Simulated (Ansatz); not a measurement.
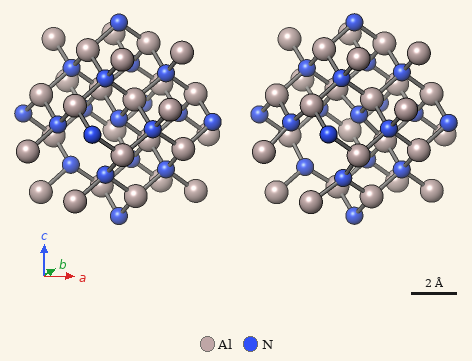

Two geometries of a defect cell of composition Al$_{31}$N$_{32}$, drawn at one scale. One is the start of a relaxation, the other its converged end. A ball-and-stick model of the atoms within 5.0 Å of the atom that moves most (axes of the cell of the calculation (origin shifted)), seen slightly off an axis.

Level of theory: DFT, PBEsol, PAW, plane waves in Ansatz. (plane-wave cutoff 420 eV; k-point mesh 1 × 1 × 1; mesh shifted by (0.25, 0.25, 0.25); collinear spin; atoms relaxed in a fixed cell; force threshold 0.03 eV/Å; at most 80 steps)

### Which of the two is the end point?

The right one is the relaxed one. Over 4 geometry steps the energy falls by 1.475 eV per cell of the calculation. The largest force component goes from 1.5 to 0.01 eV/Å. An N atom moves most: 0.27 Å along [1 1 1]. By element the largest moves are N 0.27 Å, Al 0.07 Å. The lattice vectors keep their values. Some distances before and after: Al–N 1.931 → 1.855 Å, Al–N 1.955 → 1.892 Å, Al–N 1.937 → 1.880 Å, Al–N 1.842 → 1.898 Å. Among the angles between lasting bonds that change: N–Al–N 107.6° → 99.0°, Al–N–Al 108.4° → 116.8°, Al–N–Al 107.0° → 114.6°. The program noted that the starting moments weren't kept.
